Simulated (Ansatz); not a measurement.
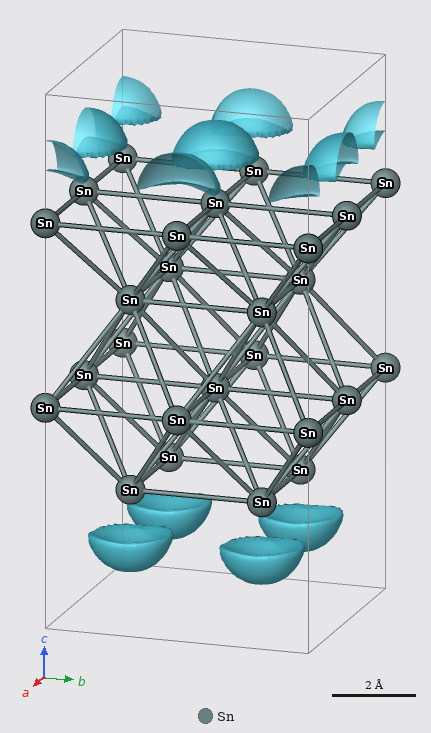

Figure 1: Sn (slab). Isosurface of the electron localisation function at 0.55 (cyan), seen slightly off an axis. Only the valence region is drawn (cores and ρ < 0.01 e/Å³ removed). Sticks mark near contacts.

The calculation used Ansatz 0.2.0, DFT PBEsol, scalar-relativistic, plane waves, PAW.

In a PAW calculation such maps are meaningful between the atoms, not at the nuclei.

```
Sn
1.0
     3.41351    0.00000    0.00000
     0.34834    3.39569    0.00000
     0.00000    0.00000   23.86174
Sn
4
Cartesian
  1.8809 1.6978 8.5000
  0.0000 0.0000 10.7872
  1.8809 1.6978 13.2194
  0.0000 0.0000 15.3722
```

Identify the bonds, lone pairs and shells in this picture.

Answer. At this value the surface marks out two lobes on Sn, pointing away from the bonds (lone pairs), counted in one cell of 4 atoms. Counts are for one cell; the picture repeats the cell along the surface. Profiles from the grid: Sn–Sn (3.14 Å): the ELF is about 0.40 at the midpoint. Sn–Sn (3.23 Å): the ELF is about 0.40 at the midpoint.

Metal or insulator at this level of theory?

Answer. It is metallic or semimetallic at this level of theory: no gap opens.
